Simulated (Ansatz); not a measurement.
Input

```
crystal:
  lattice:
    - [4.019925, 0.0, 0.0]
    - [0.0, 4.019925, 0.0]
    - [0.0, 0.0, 4.123]
  atoms:
    - { symbol: Cs, position: [0.0, 0.0, 0.0] }
    - { symbol: Cl, position: [0.5, 0.5, 0.5] }
basis:
  ecutwfc: 420
kpoints:
  mp_grid: { grid: [6, 6, 6] }
hamiltonian:
  xc: pbe
scf:
  occupations: { method: gaussian, width: 0.05 }
output:
  forces: true
  stress: true
  eigenvalues: true
  write_density: true
  write_potential: true
  elf: true
  volumetric_format: npy
```

Command:

```sh
ansatz run input.yaml --threads 1 --pin off --max-ram 2560MiB --backend cpu --events-out ev --progress --plain --runs-dir out
```

Below, planes, directions and counts refer to the conventional cell (a = 4.02 Å, b = 4.02 Å, c = 4.12 Å, α = 90.00°, β = 90.00°, γ = 90.00°).

Space group P4/mmm; changed on purpose from its base cell (strain -0.025 along x and y, +0.000 along z, atoms carried along); computed pressure about 2 GPa in this cell.

All numbers below come from Ansatz 0.2.0, DFT PBE, scalar-relativistic, plane waves, PAW.

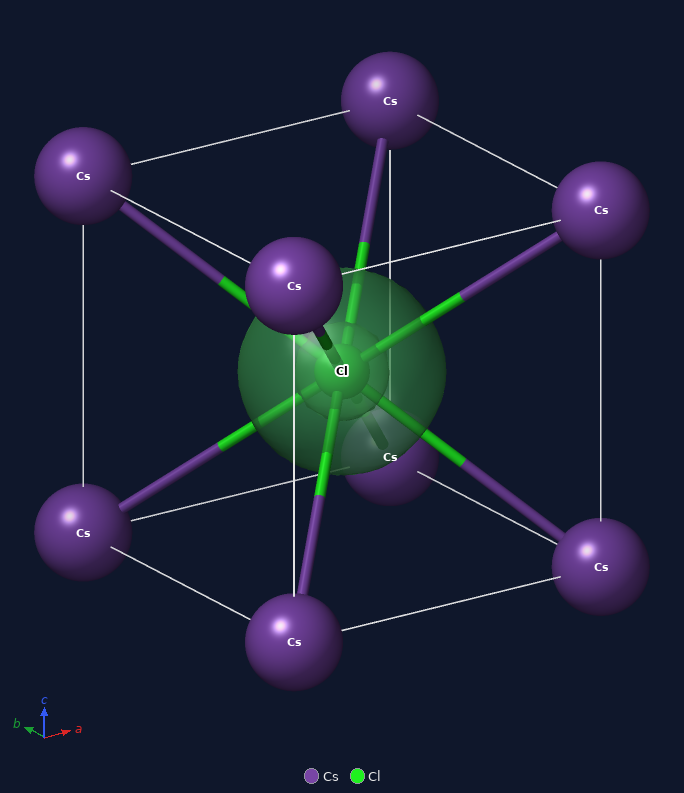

CsCl. Isosurface of the ELF at 0.8 (green), seen at an oblique angle. Only the valence region is drawn (cores and ρ < 0.01 e/Å³ removed). Sticks mark near contacts.

Core electrons are frozen (PAW), and the valence fields are smoothed inside the atomic spheres.

### What do the ELF domains correspond to?

The surface consists of one region wrapped around Cl (its valence shell), counted in one cell of 2 atoms. Any copies at cell faces, edges or corners count once. Along the contacts the grid gives the following. Cs–Cl (3.51 Å): the ELF is about 0.05 at the midpoint; an ionic contact with no shared pair.

### Metal or insulator at this level of theory?

It is gapped, with a Kohn–Sham gap of 5.3 eV on the k-point mesh, an upper bound to the gap of this method.
